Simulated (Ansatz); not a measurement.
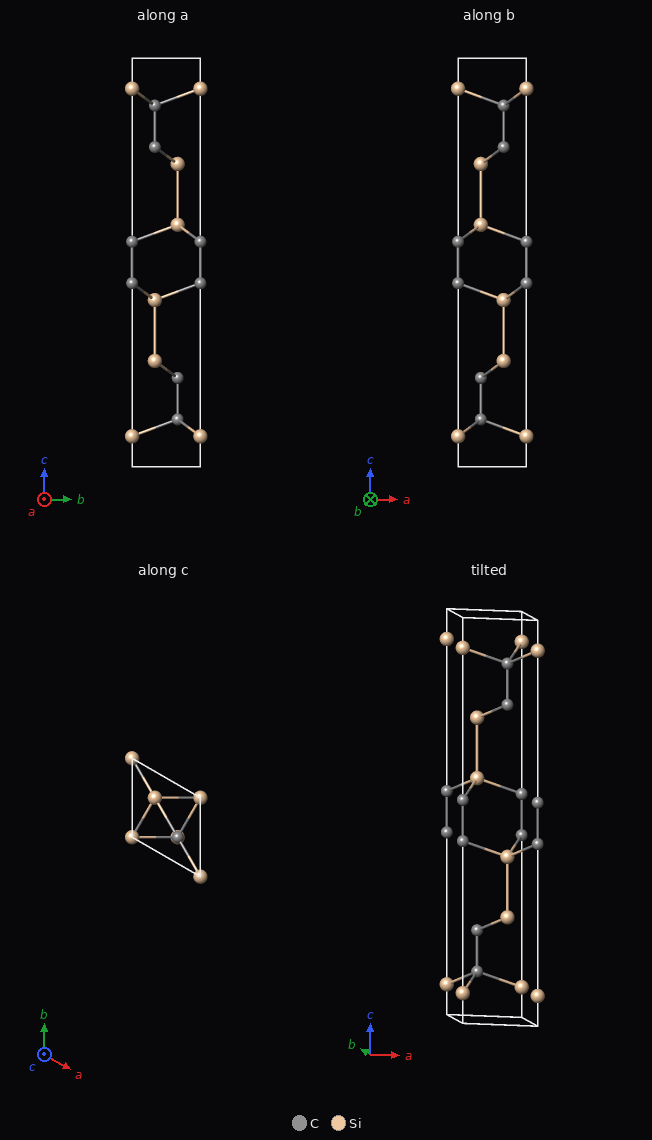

We look at a ball-and-stick model of the crystal along the a axis, along the b axis, along the c axis and slightly off an axis. One conventional unit cell is outlined, and atoms on its boundary appear in each equivalent place.

Lattice parameters: a = 3.1337 Å, b = 3.1337 Å, c = 16.2254 Å, α = 90.000°, β = 90.000°, γ = 120.000°.

### Record the structure as a CIF in P1 with every atom of the cell, with free fractional coordinates to two decimals.

```cif
data_structure
_symmetry_space_group_name_H-M 'P 1'
_symmetry_Int_Tables_number 1
_cell_length_a 3.1337
_cell_length_b 3.1337
_cell_length_c 16.2254
_cell_angle_alpha 90.000
_cell_angle_beta 90.000
_cell_angle_gamma 120.000
_cell_volume 137.99
loop_
_atom_site_label
_atom_site_type_symbol
_atom_site_fract_x
_atom_site_fract_y
_atom_site_fract_z
_atom_site_occupancy
C1 C 0.6667 0.3333 0.78 1
Si1 Si 0.00 0.00 0.93 1
Si2 Si 0.3333 0.6667 0.74 1
C2 C 0.6667 0.3333 0.88 1
C3 C 0.3333 0.6667 0.12 1
Si3 Si 0.6667 0.3333 0.26 1
Si4 Si 0.00 0.00 0.07 1
C4 C 0.3333 0.6667 0.22 1
C5 C 0.00 0.00 0.45 1
Si5 Si 0.3333 0.6667 0.59 1
Si6 Si 0.6667 0.3333 0.41 1
C6 C 0.00 0.00 0.55 1
```

The initial geometry was a structure type filled with these elements by a generator (whether the compound takes this form wasn't checked). Earlier steps of the study may have refined or changed the cell and positions. It went into a calculation with Ansatz.
